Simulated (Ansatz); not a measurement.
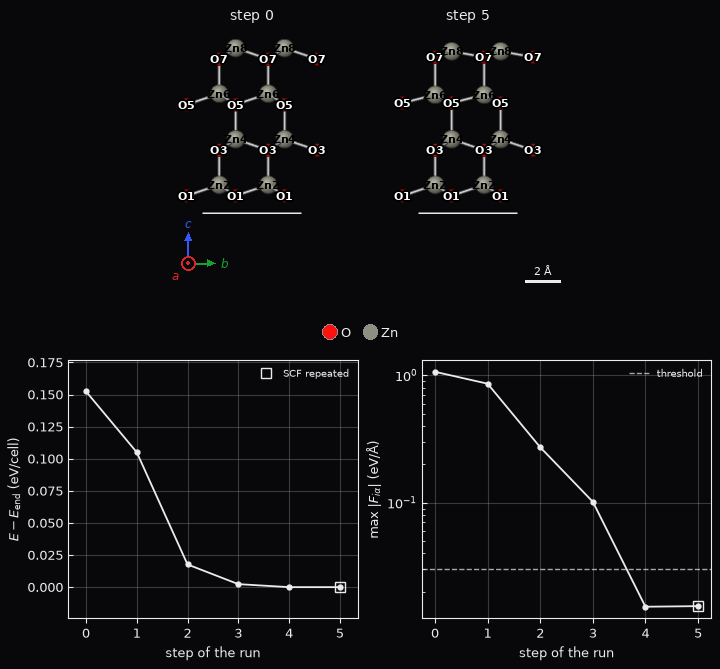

First and last geometry of a constrained relaxation of a slab of composition ZnO (cut from the P6_3mc phase), with the history of the run. The picture is a ball-and-stick view of the 2 × 2 repeat of the cell, outlined in the plane, without the vacuum, seen along the a axis.

Case: clean slab, lower half held. The slab is the (0 0 1) face of ZnO. 4 atoms are held fixed.

Level of theory: DFT PBEsol, scalar-relativistic, plane waves, PAW in Ansatz.

Input
```yaml
crystal:
  lattice:
    - [3.2300235058, 0.0, 0.0]
    - [-1.6150117529, 2.7972824109, 0.0]
    - [0.0, 0.0, 25.4527337477]
  atoms:
    - { symbol: O, position: [0.3333333333, 0.6666666667, 0.3339523402] }
    - { symbol: Zn, position: [0.6666666667, 0.3333333333, 0.358754698] }
    - { symbol: O, position: [0.6666666667, 0.3333333333, 0.4363833275] }
    - { symbol: Zn, position: [0.3333333333, 0.6666666667, 0.4611856852] }
    - { symbol: O, position: [0.3333333333, 0.6666666667, 0.5388143148] }
    - { symbol: Zn, position: [0.6666666667, 0.3333333333, 0.5636166725] }
    - { symbol: O, position: [0.6666666667, 0.3333333333, 0.641245302] }
    - { symbol: Zn, position: [0.3333333333, 0.6666666667, 0.6660476598] }
basis:
  ecutwfc: 420
kpoints:
  mp_grid: { grid: [9, 9, 1] }
hamiltonian:
  xc: pbesol
scf:
  occupations: { method: gaussian, width: 0.05 }
output:
  forces: true
  eigenvalues: true
  write_density: true
  write_potential: true
  elf: true
  volumetric_format: npy
relax:
  adjacent_minimum: "off"
  f_tol: 0.03
  max_steps: 70
  constraints: [{ sites: [0, 1, 2, 3] }]
efield:
  axis: 3
  dipole_correction: true
  ramp_width: 0.04
```

Command:
```bash
ansatz run input.yaml --threads 2 --pin off --max-ram 5120MiB --backend cpu --events-out ev --progress --plain --runs-dir out
```

**Read the history and describe the run.**

It converged. After 4 accepted moves (5 points after the start) the energy has fallen by 0.152 eV per cell of the calculation. The largest force component goes from 1.1 to 0.015 eV/Å. 1 step only repeated the SCF at the same geometry. Zn8 moves most: 0.18 Å along the normal (−c). Largest moves by element: Zn 0.18 Å, O 0.11 Å. The cell doesn't change. Some distances before and after: Zn6–O7 1.976 → 2.151 Å, Zn4–O5 1.976 → 2.074 Å, O7–Zn8 1.969 → 1.895 Å, O5–Zn6 1.969 → 1.923 Å. Among the angles between lasting bonds that change: Zn6–O7–Zn8 108.7° → 100.2°, Zn8–O7–Zn8 110.2° → 117.0°, O7–Zn8–O7 110.2° → 117.0°.
